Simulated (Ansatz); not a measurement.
# Geometry relaxation, with input and output: B32N33 (part 1 of 5)

B32N33 (defect cell, 65 atoms in the cell), computed with DFT PBE, scalar-relativistic, plane waves, PAW, spin-polarised (Ansatz 0.2.0).

The structure derives from a Materials Project entry.

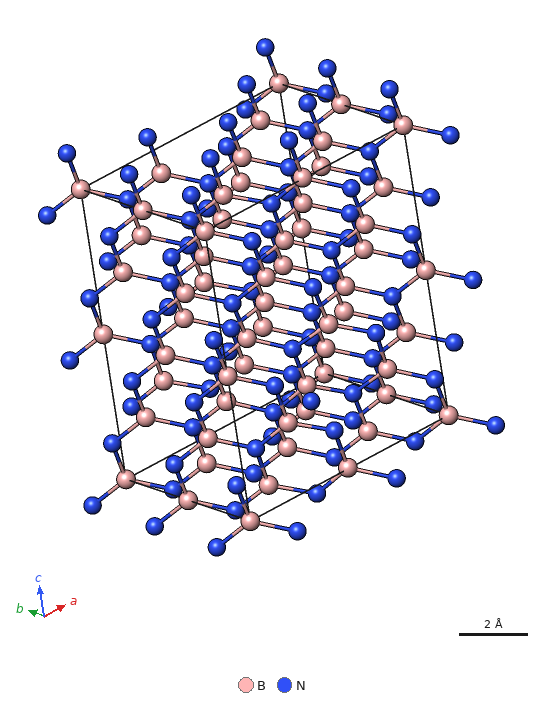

Fig. 1: The structure as given in the input (ball-and-stick view of the cell of the calculation, seen slightly off an axis; bonded neighbours outside the cell are drawn too). An atom can appear more than once, as a periodic image.

Key numbers:

| quantity | value |
| --- | --- |
| outcome | converged |
| electrons treated | 261 |
| free energy | −17735.8382 eV |
| Fermi energy | 5.453 eV |
| net moment of the cell | 1.00 μB |
| integrated absolute moment | 1.10 μB |
| final volume | 585.26 Å³ |
| largest force (length of the vector) at the end | 0.039 eV/Å |
| hardware | 4 threads of Arm Neoverse N1, 98 GiB of memory available, shared host |
| wall time | 36 min (CPU time 2.3 h) |
| peak memory | 3.9 GiB |

Input file:
```yaml
crystal:
  lattice:
    - [-5.004487, -2.889342, 6.745869]
    - [5.004487, -2.889342, 6.745869]
    - [0.0, 5.778684, 6.745869]
  atoms:
    - { symbol: B, position: [0.999836, 0.499836, 0.499836] }
    - { symbol: B, position: [0.249836, 0.749836, 0.499836] }
    - { symbol: B, position: [0.249836, 0.499836, 0.749836] }
    - { symbol: B, position: [0.499836, 0.499836, 0.499836] }
    - { symbol: B, position: [0.749836, 0.749836, 0.499836] }
    - { symbol: B, position: [0.999836, 0.999836, 0.499836] }
    - { symbol: B, position: [0.2543576012, 0.2500855192, 0.5016276644] }
    - { symbol: B, position: [0.749836, 0.499836, 0.749836] }
    - { symbol: B, position: [0.999836, 0.749836, 0.749836] }
    - { symbol: B, position: [0.249836, 0.999836, 0.749836] }
    - { symbol: B, position: [0.999836, 0.499836, 0.999836] }
    - { symbol: B, position: [0.249836, 0.749836, 0.999836] }
    - { symbol: B, position: [0.249836, 0.499836, 0.249836] }
    - { symbol: B, position: [0.5065973066, 0.998489285, 0.4946130371] }
    - { symbol: B, position: [0.749836, 0.249836, 0.499836] }
    - { symbol: B, position: [0.499836, 0.749836, 0.749836] }
    - { symbol: B, position: [0.749836, 0.999836, 0.749836] }
    - { symbol: B, position: [0.999836, 0.249836, 0.749836] }
    - { symbol: B, position: [0.499836, 0.499836, 0.999836] }
    - { symbol: B, position: [0.749836, 0.749836, 0.999836] }
    - { symbol: B, position: [0.999836, 0.999836, 0.999836] }
    - { symbol: B, position: [0.2516987823, 0.2560508579, 0.9959355658] }
    - { symbol: B, position: [0.749836, 0.499836, 0.249836] }
    - { symbol: B, position: [0.999836, 0.749836, 0.249836] }
    - { symbol: B, position: [0.2491291914, 1.0041468952, 0.2480970862], spin: 0.5 }
    - { symbol: B, position: [0.499836, 0.249836, 0.749836] }
    - { symbol: B, position: [0.4979596854, 1.0092160122, 1.0011908317] }
    - { symbol: B, position: [0.749836, 0.249836, 0.999836] }
    - { symbol: B, position: [0.4991186643, 0.7544350117, 0.2485189328] }
    - { symbol: B, position: [0.7482028003, 1.0001385237, 0.2515898868] }
    - { symbol: B, position: [0.999836, 0.249836, 0.249836] }
    - { symbol: B, position: [0.4977322663, 0.2486464066, 0.2512342388], spin: 0.5 }
    - { symbol: "N", position: [0.6664890941, 0.1735012154, 0.1723312018] }
    - { symbol: "N", position: [0.916381, 0.416381, 0.166381] }
    - { symbol: "N", position: [0.916381, 0.166381, 0.416381] }
    - { symbol: "N", position: [0.1678873167, 0.1627108853, 0.1659415028] }
    - { symbol: "N", position: [0.4160991259, 0.4175810128, 0.1628944734] }
    - { symbol: "N", position: [0.666381, 0.666381, 0.166381] }
    - { symbol: "N", position: [0.916381, 0.916381, 0.166381] }
    - { symbol: "N", position: [0.412604454, 0.1650306823, 0.4194775981], spin: 0.5 }
    - { symbol: "N", position: [0.666381, 0.416381, 0.416381] }
    - { symbol: "N", position: [0.916381, 0.666381, 0.416381] }
    - { symbol: "N", position: [0.666381, 0.166381, 0.666381] }
    - { symbol: "N", position: [0.916381, 0.416381, 0.666381] }
    - { symbol: "N", position: [0.916381, 0.166381, 0.916381] }
    - { symbol: "N", position: [0.166381, 0.666381, 0.166381] }
    - { symbol: "N", position: [0.4119289953, 0.9170442432, 0.1740132471], spin: 0.5 }
    - { symbol: "N", position: [0.166381, 0.416381, 0.416381] }
    - { symbol: "N", position: [0.416381, 0.666381, 0.416381] }
    - { symbol: "N", position: [0.6716527142, 0.9078610746, 0.416710755] }
    - { symbol: "N", position: [0.166381, 0.166381, 0.666381] }
    - { symbol: "N", position: [0.416381, 0.416381, 0.666381] }
    - { symbol: "N", position: [0.666381, 0.666381, 0.666381] }
    - { symbol: "N", position: [0.916381, 0.916381, 0.666381] }
    - { symbol: "N", position: [0.4196598958, 0.1628524345, 0.9184927872] }
    - { symbol: "N", position: [0.666381, 0.416381, 0.916381] }
    - { symbol: "N", position: [0.916381, 0.666381, 0.916381] }
    - { symbol: "N", position: [0.1669456823, 0.9169558723, 0.4173422833] }
    - { symbol: "N", position: [0.166381, 0.666381, 0.666381] }
    - { symbol: "N", position: [0.416381, 0.916381, 0.666381] }
    - { symbol: "N", position: [0.166381, 0.416381, 0.916381] }
    - { symbol: "N", position: [0.416381, 0.666381, 0.916381] }
    - { symbol: "N", position: [0.666381, 0.916381, 0.916381] }
    - { symbol: "N", position: [0.166381, 0.916381, 0.916381] }
    - { symbol: "N", position: [0.415219417, 0.0818566189, 0.2503018664], spin: 0.5 }
magnetization:
  spin_polarized: true
basis:
  ecutwfc: 420
  fft_grid_basis: typed
kpoints:
  mp_grid: { grid: [3, 3, 3] }
hamiltonian:
  xc: pbe
  pseudopotentials: { kind: paw }
scf:
  occupations: { method: gaussian, width: 0.05 }
output:
  forces: true
  stress: false
  eigenvalues: false
  bader: false
  write_density: false
  volumetric_format: npy
  populations: true
relax:
  adjacent_minimum: "off"
  max_steps: 30
  f_tol: 0.05
```

Command:
```bash
ansatz run input.yaml --threads 4 --pin off --max-ram 10240MiB --backend cpu --events-out ev --progress --plain --runs-dir out
```

The program's output:
```
settings of this run that can trade accuracy for cost: output.eigenvalues: false. Do not mix this run's numbers with those of runs without the same settings; the input reference describes each key
Engine: ansatz 0.2.0, aarch64-unknown-linux-gnu
Pseudopotentials: kind: paw
Pseudopotential: B, paw, valence charge 3, recommended cutoff 420 eV (normal), B.paw.azcp
Pseudopotential: N, paw, valence charge 5, recommended cutoff 420 eV (normal), N.paw.azcp
Functional definition: PBE
  parameter kappa = 0.804
  parameter beta = 0.06672455060314922
  exchange = pbe_x(kappa = kappa, mu = beta*pi^2/3)
  correlation = pbe_c(beta = beta)
Crystal: 65 atoms, lattice volume = 585.258 Å³
Basis set: ecut = 420 eV, 11429 PW (Γ), exchange–correlation on 120×120×120 points (8 copies of the dense FFT grid, shifted against one another)
Bands: 197, of which v1, the nominal top of the filled ones, is band 131 counted from 1 (130 counted from 0)
Symmetry: 1 space group operations
Space group: P1 (ITA 1), of the structure as read, at distance tolerance 8.4e-5 Å
Magnetic group: BNS 1.1 (UNI 1), of the structure as read, at distance tolerance 8.4e-5 Å
k-points: 14 of 27 (time reversal used)
Non-local potential: B, projectors of the file, l = 0: 2, l = 1: 2, l = 2: 1
Non-local potential: N, projectors of the file, l = 0: 2, l = 1: 2, l = 2: 1
PAW form: soft (Blöchl's): semilocal exchange-correlation on the pseudo side does not see the compensation charge
PAW one-centre angular grid: B, 110 points (default); XC on 64 Gauss nodes
PAW one-centre angular grid: N, 110 points (default); XC on 64 Gauss nodes
Initial density: superposition of atomic densities (chi_scale 0.1, normalization cell, long waves kept (reshape's long-wave potential 0.15 eV rms))
Starting moments: Σ|m| = 2.5 μB on 5 of 65 sites
Initial wavefunctions: pseudopotential atomic-orbital guess
Functional: x = pbe(κ = 0.804, μ = 0.2195149727645171), c = pbe(β = 0.06672455060314922)
SCF iter   1: F=—  HF=-17776.533873 eV  |F-HF|=—  |Δ(HF+E_count)|=         —  Δρ=7.58e-2 (↑7.30e-2 ↓7.58e-2)  dr2=1.26e2  dr2_m=6.08e-1  M=1.000 μB ∫|m|=1.176 μB  β_m=0.30  ethr=3.10e-3  ⟨swp⟩=6.1  Hψ=25112  notcnv=0  defer=409
preconditioner: auto → Resta (q_TF=auto, 2.385 Å⁻¹)  ε∞=3.2  [insulator: Δε(μ)=0.526 eV  Ē_g=16.860 eV  σ=0.050 eV  W_gap=1.00  n_scr=142 (ndim 8)  ℏωp=24.8 eV  f_vac=0.000  D(μ)=0.00/eV (n_scr^D=0)  ε∞_Penn≈3.2]
spin=Collinear: Resta preconditioning applied to the charge; magnetization (m = ρ↑ − ρ↓) channel mixes plain (no charge-response kernel on spin).
SCF iter   2: F=—  HF=-17747.371506 eV  |F-HF|=—  |Δ(HF+E_count)|=    2.92e1  Δρ=4.35e-2 (↑4.23e-2 ↓4.35e-2)  dr2=4.05e1  dr2_m=3.25e-1  M=1.000 μB ∫|m|=1.141 μB  β_m=0.30  ethr=3.10e-3  ⟨swp⟩=3.0  Hψ=10324  notcnv=0  defer=1657
SCF iter   3: F=—  HF=-17734.898050 eV  |F-HF|=—  |Δ(HF+E_count)|=    1.25e1  Δρ=2.09e-2 (↑2.05e-2 ↓2.09e-2)  dr2=6.66e0  dr2_m=1.58e-1  M=1.000 μB ∫|m|=1.115 μB  β_m=0.30  ethr=3.10e-3  ⟨swp⟩=3.0  Hψ=10273  notcnv=0  defer=1648
SCF iter   4: F=—  HF=-17732.813607 eV  |F-HF|=—  |Δ(HF+E_count)|=    2.08e0  Δρ=6.62e-3 (↑5.73e-3 ↓6.62e-3)  dr2=4.39e-1  dr2_m=9.07e-2  M=1.000 μB ∫|m|=1.101 μB  β_m=0.30  ethr=2.55e-3  ⟨swp⟩=2.8  Hψ=9797  notcnv=0  defer=1648
SCF iter   5: F=—  HF=-17732.858138 eV  |F-HF|=—  |Δ(HF+E_count)|=   4.45e-2  Δρ=3.96e-3 (↑3.96e-3 ↓3.81e-3)  dr2=8.07e-2  dr2_m=5.09e-2  M=1.000 μB ∫|m|=1.088 μB  β_m=0.30  ethr=1.68e-4  ⟨swp⟩=3.0  Hψ=6875  notcnv=0  defer=1648
SCF iter   6: F=—  HF=-17732.909649 eV  |F-HF|=—  |Δ(HF+E_count)|=   5.15e-2  Δρ=2.88e-3 (↑2.78e-3 ↓2.88e-3)  dr2=3.88e-2  dr2_m=3.00e-2  M=1.000 μB ∫|m|=1.081 μB  β_m=0.30  ethr=3.09e-5  ⟨swp⟩=1.5  Hψ=7644  notcnv=0  defer=1648
SCF iter   7: F=—  HF=-17732.960479 eV  |F-HF|=—  |Δ(HF+E_count)|=   5.08e-2  Δρ=1.88e-3 (↑1.88e-3 ↓1.84e-3)  dr2=1.76e-3  dr2_m=1.78e-2  M=1.000 μB ∫|m|=1.077 μB  β_m=0.30  ethr=1.49e-5  ⟨swp⟩=2.0  Hψ=7736  notcnv=0  defer=1648
Mixer restart at iter 7: flushing history
spin-set hold released at iteration 7 (site moments contracting): the magnetisation degrees of freedom join the quasi-Newton model from the next iteration; the mixer history was flushed
SCF iter   8: F=—  HF=-17732.968285 eV  |F-HF|=—  |Δ(HF+E_count)|=   7.81e-3  Δρ=1.46e-3 (↑1.40e-3 ↓1.46e-3)  dr2=8.47e-4  dr2_m=1.06e-2  M=1.000 μB ∫|m|=1.075 μB  β_m=0.65  ethr=6.74e-7  ⟨swp⟩=2.0  Hψ=7536  notcnv=0  defer=1648
SCF iter   9: F=—  HF=-17732.980524 eV  |F-HF|=—  |Δ(HF+E_count)|=   1.22e-2  Δρ=3.68e-4 (↑3.68e-4 ↓3.67e-4)  dr2=1.66e-3  dr2_m=3.18e-4  M=1.000 μB ∫|m|=1.080 μB  β_m=0.62  ethr=3.25e-7  ⟨swp⟩=3.5  Hψ=10455  notcnv=0  defer=1648
SCF iter  10: F=—  HF=-17732.980515 eV  |F-HF|=—  |Δ(HF+E_count)|=   9.03e-6  Δρ=2.77e-4 (↑7.37e-5 ↓2.77e-4)  dr2=2.19e-4  dr2_m=1.39e-4  M=1.000 μB ∫|m|=1.082 μB  β_m=0.81  ethr=3.25e-7  ⟨swp⟩=3.0  Hψ=8575  notcnv=0  defer=1648
SCF iter  11: F=—  HF=-17732.980674 eV  |F-HF|=—  |Δ(HF+E_count)|=   1.59e-4  Δρ=1.55e-4 (↑7.05e-5 ↓1.55e-4)  dr2=1.07e-4  dr2_m=3.97e-5  M=1.000 μB ∫|m|=1.082 μB  β_m=0.79  ethr=8.40e-8  ⟨swp⟩=2.5  Hψ=7791  notcnv=0  defer=1648
SCF iter  12: F=—  HF=-17732.980705 eV  |F-HF|=—  |Δ(HF+E_count)|=   3.11e-5  Δρ=8.69e-5 (↑1.92e-5 ↓8.69e-5)  dr2=1.94e-5  dr2_m=1.29e-5  M=1.000 μB ∫|m|=1.083 μB  β_m=0.90  ethr=2.39e-8  ⟨swp⟩=2.0  Hψ=15906  notcnv=0
SCF iter  13: F=-17732.980721 eV  HF=-17732.980726 eV  |F-HF|=4.63e-6  |Δ(HF+E_count)|=   2.02e-5  Δρ=2.06e-5 (↑1.83e-5 ↓2.06e-5)  dr2=6.64e-6  dr2_m=6.05e-7  M=1.000 μB ∫|m|=1.083 μB  ethr=7.42e-9  ⟨swp⟩=4.0  Hψ=13254  notcnv=0
SCF 1 converged in 13 iterations: F = -17732.980721 eV  dr2 = 6.64e-6
  greatest PAW one-centre occupation: 0.870 electrons in one spin orbital (limit 2), on the N atom at site 64 (counted from 0), in its partial waves of l = 0
relax step   1: F+E_penalty+E_count = -17732.98072100 eV  Δ(F+E_penalty+E_count) = +0.000e0 eV  max|allowed force component| = 4.446e0 eV/Å  Δτ_max = 0.0000 Å  (13 SCF iters, dr2 threshold 6.25e-5 eV, accepted)
Initial density: handed on by an earlier stage of this run
Starting moments: Σ|m| = 2.5 μB on 5 of 65 sites; this step starts from the density that it was given
Initial wavefunctions: those handed on with the density
iter 1 solved again at ethr=1.54e-3 eV; its pass at ethr=3.10e-3 eV (dr2=4.03e0 eV) is discarded
SCF iter   1: F=—  HF=-17735.401665 eV  |F-HF|=—  |Δ(HF+E_count)|=         —  Δρ=1.55e-2 (↑1.39e-2 ↓1.55e-2)  dr2=4.09e0  dr2_m=7.38e-2  M=1.000 μB ∫|m|=1.103 μB  β_m=0.30  ethr=1.54e-3  ⟨swp⟩=1.0  Hψ=23611  notcnv=0  defer=1668
preconditioner: auto → Resta (q_TF=auto, 2.385 Å⁻¹)  ε∞=3.5  [insulator: Δε(μ)=0.798 eV  Ē_g=15.791 eV  σ=0.050 eV  W_gap=1.00  n_scr=142 (ndim 8)  ℏωp=24.8 eV  f_vac=0.049  D(μ)=0.00/eV (n_scr^D=0)  ε∞_Penn≈3.5]
spin=Collinear: Resta preconditioning applied to the charge; magnetization (m = ρ↑ − ρ↓) channel mixes plain (no charge-response kernel on spin).
SCF iter   2: F=—  HF=-17734.797388 eV  |F-HF|=—  |Δ(HF+E_count)|=   6.04e-1  Δρ=1.06e-2 (↑9.46e-3 ↓1.06e-2)  dr2=1.54e0  dr2_m=4.05e-2  M=1.000 μB ∫|m|=1.098 μB  β_m=0.55  ethr=1.54e-3  ⟨swp⟩=2.0  Hψ=4045  notcnv=0  defer=1668
SCF iter   3: F=—  HF=-17734.545982 eV  |F-HF|=—  |Δ(HF+E_count)|=   2.51e-1  Δρ=2.89e-3 (↑2.51e-3 ↓2.89e-3)  dr2=1.15e-1  dr2_m=5.18e-3  M=1.000 μB ∫|m|=1.091 μB  β_m=0.52  ethr=5.90e-4  ⟨swp⟩=3.0  Hψ=9444  notcnv=0  defer=1675
SCF iter   4: F=—  HF=-17734.538146 eV  |F-HF|=—  |Δ(HF+E_count)|=   7.84e-3  Δρ=1.18e-3 (↑9.25e-4 ↓1.18e-3)  dr2=1.87e-2  dr2_m=1.77e-3  M=1.000 μB ∫|m|=1.091 μB  β_m=0.72  ethr=4.41e-5  ⟨swp⟩=2.0  Hψ=6692  notcnv=0  defer=1675
SCF iter   5: F=—  HF=-17734.542296 eV  |F-HF|=—  |Δ(HF+E_count)|=   4.15e-3  Δρ=5.20e-4 (↑3.81e-4 ↓5.20e-4)  dr2=3.24e-3  dr2_m=2.70e-4  M=1.000 μB ∫|m|=1.091 μB  β_m=0.65  ethr=7.16e-6  ⟨swp⟩=2.0  Hψ=8659  notcnv=0  defer=1675
SCF iter   6: F=—  HF=-17734.542279 eV  |F-HF|=—  |Δ(HF+E_count)|=   1.73e-5  Δρ=2.59e-4 (↑1.08e-4 ↓2.59e-4)  dr2=2.81e-4  dr2_m=1.16e-4  M=1.000 μB ∫|m|=1.091 μB  β_m=0.82  ethr=1.24e-6  ⟨swp⟩=2.0  Hψ=7666  notcnv=0  defer=1675
SCF iter   7: F=—  HF=-17734.542590 eV  |F-HF|=—  |Δ(HF+E_count)|=   3.12e-4  Δρ=9.22e-5 (↑6.27e-5 ↓9.22e-5)  dr2=8.61e-5  dr2_m=1.25e-5  M=1.000 μB ∫|m|=1.091 μB  β_m=0.84  ethr=1.08e-7  ⟨swp⟩=2.4  Hψ=7506  notcnv=0  defer=1675
iter 8 did not close the SCF: its close was put off for a magnetic moment that had not settled (scf_convergence_deferred on its scf_iter line)
SCF iter   8: F=-17734.542575 eV  HF=-17734.542609 eV  |F-HF|=3.42e-5  |Δ(HF+E_count)|=   1.84e-5  Δρ=5.34e-5 (↑4.25e-5 ↓5.34e-5)  dr2=4.51e-5  dr2_m=2.64e-6  M=1.000 μB ∫|m|=1.091 μB  β_m=0.72  ethr=3.30e-8  ⟨swp⟩=4.0  Hψ=13112  notcnv=0
SCF iter   9: F=-17734.542603 eV  HF=-17734.542603 eV  |F-HF|=5.02e-7  |Δ(HF+E_count)|=   5.79e-6  Δρ=1.69e-5 (↑9.40e-6 ↓1.69e-5)  dr2=1.58e-6  dr2_m=5.35e-7  M=1.000 μB ∫|m|=1.091 μB  ethr=1.73e-8  ⟨swp⟩=1.8  Hψ=13144  notcnv=0
SCF 2 converged in 9 iterations: F = -17734.542603 eV  dr2 = 1.58e-6
  greatest PAW one-centre occupation: 0.863 electrons in one spin orbital (limit 2), on the N atom at site 64 (counted from 0), in its partial waves of l = 0
relax step   2: F+E_penalty+E_count = -17734.54260343 eV  Δ(F+E_penalty+E_count) = -1.562e0 eV  max|allowed force component| = 2.422e0 eV/Å  Δτ_max = 0.1935 Å  (9 SCF iters, dr2 threshold 1.00e-4 eV, accepted)
[... from here on the SCF iterations and repeated set-up lines of each step are left out, up to the last step ...]
SCF 3 converged in 8 iterations: F = -17734.943986 eV  dr2 = 2.41e-5
relax step   3: F+E_penalty+E_count = -17734.94398624 eV  Δ(F+E_penalty+E_count) = -4.014e-1 eV  max|allowed force component| = 8.093e-1 eV/Å  Δτ_max = 0.1193 Å  (8 SCF iters, dr2 threshold 1.00e-4 eV, accepted)
SCF 4 converged in 8 iterations: F = -17735.211571 eV  dr2 = 7.21e-6
relax step   4: F+E_penalty+E_count = -17735.21157144 eV  Δ(F+E_penalty+E_count) = -2.676e-1 eV  max|allowed force component| = 8.018e-1 eV/Å  Δτ_max = 0.2000 Å  (8 SCF iters, dr2 threshold 7.31e-5 eV, accepted)
SCF 5 converged in 7 iterations: F = -17735.324466 eV  dr2 = 6.78e-6
relax step   5: F+E_penalty+E_count = -17735.32446555 eV  Δ(F+E_penalty+E_count) = -1.129e-1 eV  max|allowed force component| = 7.840e-1 eV/Å  Δτ_max = 0.0702 Å  (7 SCF iters, dr2 threshold 7.18e-5 eV, accepted)
SCF 6 converged in 7 iterations: F = -17735.485619 eV  dr2 = 8.58e-6
relax step   6: F+E_penalty+E_count = -17735.48561937 eV  Δ(F+E_penalty+E_count) = -1.612e-1 eV  max|allowed force component| = 1.044e0 eV/Å  Δτ_max = 0.0892 Å  (7 SCF iters, dr2 threshold 1.00e-4 eV, accepted)
SCF 7 converged in 7 iterations: F = -17735.635498 eV  dr2 = 1.01e-5
relax step   7: F+E_penalty+E_count = -17735.63549843 eV  Δ(F+E_penalty+E_count) = -1.499e-1 eV  max|allowed force component| = 2.332e0 eV/Å  Δτ_max = 0.1994 Å  (7 SCF iters, dr2 threshold 1.00e-4 eV, accepted)
SCF 8 converged in 6 iterations: F = -17735.807814 eV  dr2 = 1.76e-5
relax step   8: F+E_penalty+E_count = -17735.80781421 eV  Δ(F+E_penalty+E_count) = -1.723e-1 eV  max|allowed force component| = 6.328e-1 eV/Å  Δτ_max = 0.1466 Å  (6 SCF iters, dr2 threshold 1.00e-4 eV, accepted)
SCF 9 converged in 6 iterations: F = -17735.823335 eV  dr2 = 5.45e-6
relax step   9: F+E_penalty+E_count = -17735.82333464 eV  Δ(F+E_penalty+E_count) = -1.552e-2 eV  max|allowed force component| = 3.647e-1 eV/Å  Δτ_max = 0.0474 Å  (6 SCF iters, dr2 threshold 2.95e-5 eV, accepted)
SCF 10 converged in 6 iterations: F = -17735.836861 eV  dr2 = 1.04e-6
relax step  10: F+E_penalty+E_count = -17735.83686066 eV  Δ(F+E_penalty+E_count) = -1.353e-2 eV  max|allowed force component| = 1.013e-1 eV/Å  Δτ_max = 0.0264 Å  (6 SCF iters, dr2 threshold 9.79e-6 eV, accepted)
```
